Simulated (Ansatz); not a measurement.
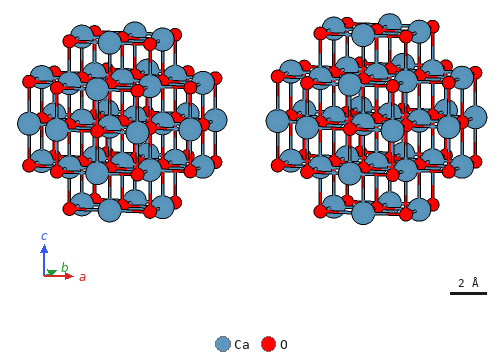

Two geometries of a crystal of CaO (set up in Fm-3m), drawn at one scale. One is the start of a relaxation, the other its converged end. The picture is a ball-and-stick view of the conventional cell (4 times the calculation's cell), seen from a free direction. Lengths and directions refer to the drawn axes.

Method: DFT, PAW plane waves, PBEsol in Ansatz 0.2.0. (plane-wave cutoff 420 eV; k-point mesh 10 × 10 × 10; occupations gaussian; smearing width 0.2672 eV; no spin polarisation; cell and atoms relaxed; at most 60 steps)

Q: Which geometry has the lower energy?

A: The left one is the relaxed one. The start is a measured structure. The atoms keep their places relative to the cell (all moves are under 0.005 Å). The drawn cell changes as follows: a = b = c 5.059 → 4.767 Å (−5.8 %); the volume changes by −16.3 %. Near-neighbour distances that change, for instance: Ca–Ca 3.577 → 3.371 Å, Ca–O 2.529 → 2.384 Å. The space group stays Fm-3m (No. 225). The energy falls by 0.269 eV per cell of the calculation in 4 accepted moves (6 points after the start). All forces vanish by symmetry, so only the cell relaxes. The pressure goes from −13.93 to −0.01 GPa. The SCF was repeated twice at an unchanged geometry on a basis and grid sized afresh for the cell, which shifted the energy by 5.4 meV per cell of the calculation at most.
